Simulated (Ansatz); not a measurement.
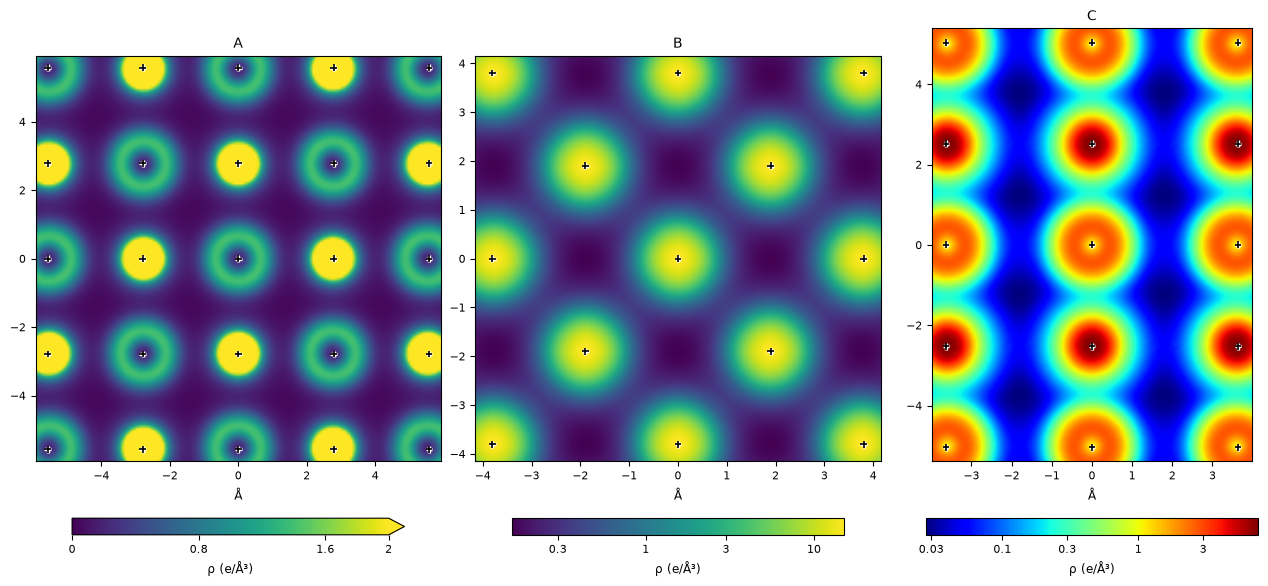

The valence electron density of 3 systems, each on a plane through atoms (crosses mark nuclei in the plane).

All numbers below come from DFT, PBE, PAW with Ansatz's default frozen-core files, scalar-relativistic in Ansatz 0.2.0.

System 1: Rh, the (100) plane of the conventional cell. Space group Fm-3m; computed pressure about 6 GPa in this cell; computed without spin polarisation.

System 2: SrO, the (100) plane of the conventional cell. Space group I4/mmm; changed on purpose from its base cell (zz strain of -2 %, PAW files); computed pressure about 5 GPa in this cell.

```
CELL_PARAMETERS angstrom
2.56980 -2.56980 0.00000
2.56980 2.56980 0.00000
0.00000 0.00000 5.03681
ATOMIC_POSITIONS crystal
Sr 0.00000 0.00000 0.00000
Sr 0.50000 0.50000 0.50000
O 0.50000 0.50000 0.00000
O 0.00000 0.00000 0.50000
```

System 3: BaO, the (100) plane of the conventional cell. Space group Fm-3m.

### Which map belongs to which system?

Panel A is system 3, BaO: the plane holds Ba and O. Ba–O (2.79 Å): ρ is about 0.22 e/Å³ halfway. Panel B is system 1, Rh: the plane holds Rh. Rh–Rh (2.69 Å): the density is about 0.36 e/Å³ at the midpoint. Panel C is system 2, SrO: the plane holds Sr and O. Sr–O (2.52 Å): ρ is about 0.26 e/Å³ halfway.
